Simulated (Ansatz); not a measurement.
MgI2/MgI2 (1T bilayer), computed twice by G0W0.

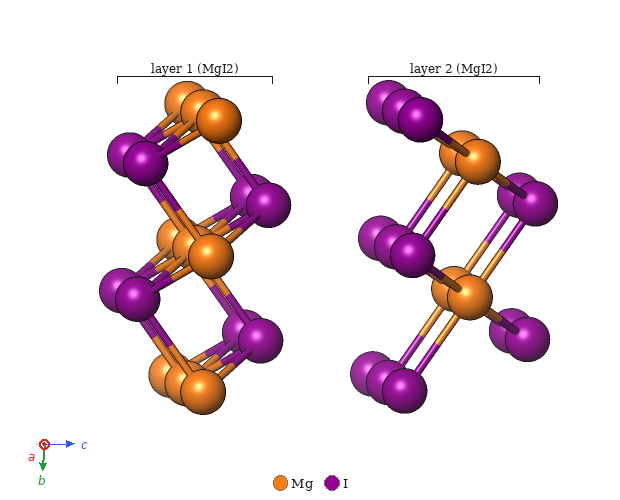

The structure (magnesium orange, iodine purple). Bonds to atoms that aren't drawn are left out. 2×2×1 cells are drawn. Some periodic images of atoms are drawn too.

The cell holds 6 atoms: 2 Mg and 4 I. Its edges and angles: a = 4.129 Å, b = 4.129 Å, c = 43.600 Å, α = 90.0°, β = 90.0°, γ = 120.0°. It derives from I2Mg1. Regions: layer 1 (MgI2), 3 atoms (1 Mg and 2 I); layer 2 (MgI2), 3 atoms (1 Mg and 2 I). Vacuum lies along c.

```xyz
6
Lattice="4.1288 0.0000 0.0000 -2.0644 3.5756 0.0000 0.0000 0.0000 43.6000" Properties=species:S:1:pos:R:3
Mg    0.0000    0.0000   18.3773
I     0.0000    2.3837   20.0542
I     2.0644    1.1919   16.6975
Mg    2.0644    1.1919   25.2224
I     0.0000    2.3837   26.9025
I     0.0000    0.0000   23.5459
```

The structure was relaxed with PBE-D3(BJ). The runs that relaxed it are not among those shown. Spin-orbit coupling is left out unless a run names it. PAW set soft_2, made with PBE.

The first (Ansatz 0.2.0; start PBE, 3×3×1 mesh, 949 empty bands, screening to 75 eV; 4 threads of Arm Neoverse V1, shared host) gave, on its mesh: starting gap 3.94 eV, G0W0 gap 5.70 eV, mean of 1 + 4πα/V (set by the cell height) 1.96, 12 min.

Question: The second changes empty bands from 949 to 383 and screening cutoff (eV) from 75.0 to 41. What does it give?

It gave: starting gap 3.94 eV, G0W0 gap 5.51 eV, mean of 1 + 4πα/V (set by the cell height) 1.97, 2.1 min. The G0W0 gap moves by −0.19 eV, +0.00 eV from the start and −0.19 eV from the correction. Σc changes by +0.34 eV at the valence top and +0.15 eV at the conduction bottom, and Σx − Vxc between them by +0.0001 eV.

Limits: not at the basis limit; coarse mesh for a sheet; no spin-orbit coupling.

[Paths, hosts, dates, memory and timing lines, banners, echoed tables and standing remarks are left out of the program output.]

[Logs are printed without paths, hosts, clocks, repeated set-up lines and the standing remarks that a program may print on its own settings, such as how far it seeks lower states.]

[Runs of the session that timed out or met a known fault of the program may be left out.]

[Cells called generated may have been cut or substituted from an entry of the Crystallography Open Database or the Materials Project.]

[Hosts, paths, dates, database ids (printed as entryN), source tags and the programs' standing remarks are cut or masked in the printed files.]
